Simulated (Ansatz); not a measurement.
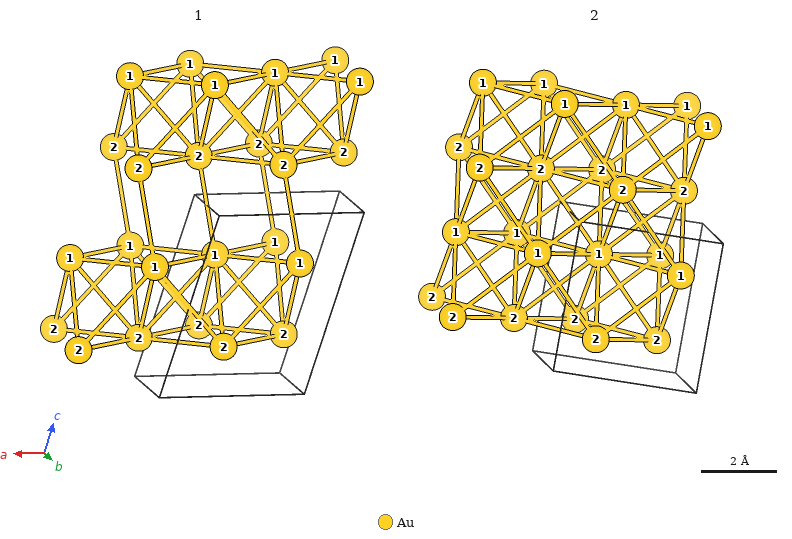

Two geometries of crystalline Au (set up in P-1) (coarse preliminary run), drawn at one scale. One is the start of a relaxation, the other its converged end. A ball-and-stick model of the larger cell on standard axes (2 times the calculation's cell), repeated 2 × 1 × 2 with one cell outlined, seen from a free direction.

Computed with DFT PBEsol, scalar-relativistic, plane waves, PAW in Ansatz. Settings: plane-wave cutoff 420 eV; k-point mesh 8 × 8 × 4; occupations gaussian; smearing width 0.1 eV; no spin polarisation; cell and atoms relaxed; force threshold 0.05 eV/Å; at most 80 steps.

Q: Which one is relaxed?

A: Structure 2 is the relaxed one. The energy falls by 163 meV per atom in 17 accepted moves (26 points after the start). Largest force component: 0.15 eV/Å at the start, 0.012 eV/Å at the end. Pressure: −8.32 GPa at the start and 0.02 GPa at the end. The line search rejected the trial steps at points 1, 7, 10, 13, 15, 21, 23 of the run. At 2 points the geometry stayed and the basis and grid were re-selected for the new cell (energy shift of 0.6 meV per atom at most each time). The largest moves relative to the cell, 0.34 Å, are those of Au1 and Au2. Au2 goes along [3 0 −1]. The volume changes by −12.6 %, with a 3.976 → 4.012 Å (+0.9 %), b 3.994 → 4.134 Å (+3.5 %), c 5.191 → 4.128 Å (−20.5 %), α 90.3° → 89.9°, β 108.5° → 90.0°, γ 89.9° → 86.1°. Some distances before and after: Au1–Au2 4.443 → 2.877 Å, Au1–Au2 (another image) 3.719 → 2.919 Å, Au1–Au2 (another image) 3.670 → 2.921 Å, Au1–Au2 (another image) 3.052 → 2.880 Å. Within 0.06 Å the space group is C2/m at the start and C2/m at the end; at a tighter tolerance small leftover displacements or strains of the cell lower it. Cost: 2.3 min on 1 thread of Intel(R) Xeon(R) Platinum 8375C CPU @ 2.90GHz (Ice Lake), on a shared host, peak memory 0.43 GiB.
